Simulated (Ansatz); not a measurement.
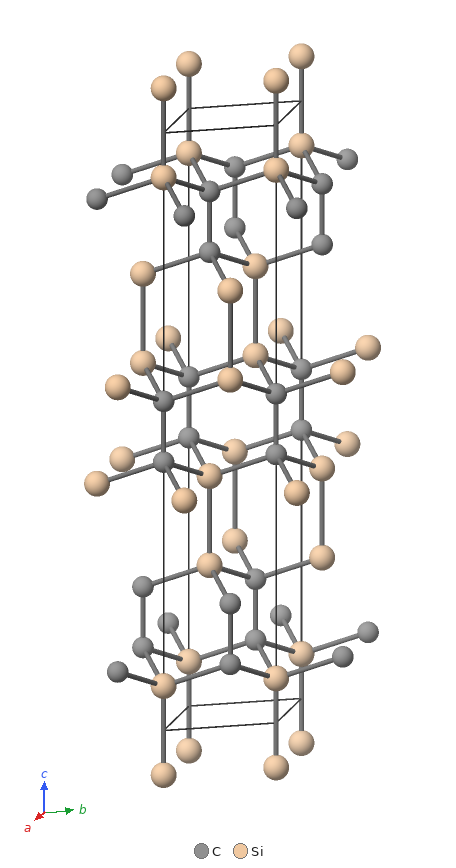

This ball-and-stick model is shown slightly off an axis. Atoms at the boundary of the conventional unit cell (the box) are drawn once for each face, edge or corner they touch. Bonded atoms from the next cells complete the picture.

SiC, space group R-3m (No. 166), a = 3.083 Å, b = 3.083 Å, c = 15.964 Å, α = 90.00°, β = 90.00°, γ = 120.00°. The initial geometry was a structure type filled with these elements by a generator (whether the compound takes this form wasn't checked). Earlier steps of the study may have refined or changed the cell and positions. A calculation with Ansatz used it as input.

This one geometry was computed with Ansatz (DFT, plane waves, PAW) at four levels of theory: r2SCAN, HSE06, PBE0 and PBE. It was relaxed beforehand with r2SCAN.

**Which level gives the highest pressure at this volume, and what does that say about its equilibrium volume?**

Highest: PBE (2.6 GPa), which points to the largest equilibrium volume. Lowest, with the smallest volume: HSE06 (-1.7 GPa) and PBE0 (-1.8 GPa). Levels within 0.5 GPa of each other can't be told apart.

**How does the band gap change with the level of theory?**

PBE: a gap of 0.49 eV, indirect; r2SCAN: a gap of 0.69 eV, indirect; HSE06: a gap of 1.26 eV, indirect; PBE0: a gap of 1.97 eV, indirect.

**Collect the results in a table.**

| level | cutoff (eV) | k-mesh of the run's cell | gap (eV) | pressure (GPa) |
| --- | --- | --- | --- | --- |
| r2SCAN | 500 | 10×10×10 | 0.69 | 0.0 |
| HSE06 | 420 | 6×6×6 | 1.26 | -1.7 |
| PBE0 | 420 | 6×6×6 | 1.97 | -1.8 |
| PBE | 420 | 10×10×10 | 0.49 | 2.6 |

Gaps are taken on the k-mesh or band path of each run.
